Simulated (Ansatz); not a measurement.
System: HfB2, space group P6/mmm (No. 191), 3 atoms in the cell.

```cif
data_structure
_symmetry_space_group_name_H-M 'P 1'
_symmetry_Int_Tables_number 1
_cell_length_a 3.1400
_cell_length_b 3.1400
_cell_length_c 3.4800
_cell_angle_alpha 90.000
_cell_angle_beta 90.000
_cell_angle_gamma 120.000
_cell_volume 29.71
loop_
_atom_site_label
_atom_site_type_symbol
_atom_site_fract_x
_atom_site_fract_y
_atom_site_fract_z
_atom_site_occupancy
Hf1 Hf 0.00000 0.00000 0.00000 1
B1 B 0.33333 0.66667 0.50000 1
B2 B 0.66667 0.33333 0.50000 1
```

Computed with Ansatz 0.2.0: DFT, PBEsol, all-electron LAPW, scalar-relativistic, no spin polarisation, 15×15×12 k mesh, Fermi-Dirac smearing of 0.03 eV.

What does the calculation give for the electronic structure?

It is a metal. The density of states at the Fermi level is about 0.2 per eV and cell (mean within 0.25 eV), or 0.066 per atom. By projected weight, the states within 0.3 eV of the Fermi level are Hf 5d (75 %) and B 2p (25 %). The tallest peak in the window is at −3.8 eV; by projected weight it is B 2p (65 %) and Hf 5d (30 %).

Spin-orbit coupling is left out, which matters for Hf.

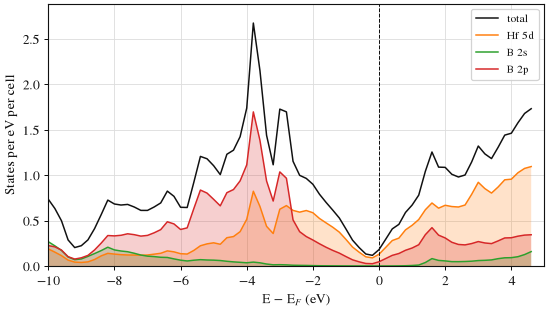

Density of states. Energies are counted from the Fermi level. The partial curves are projected on atomic shells.
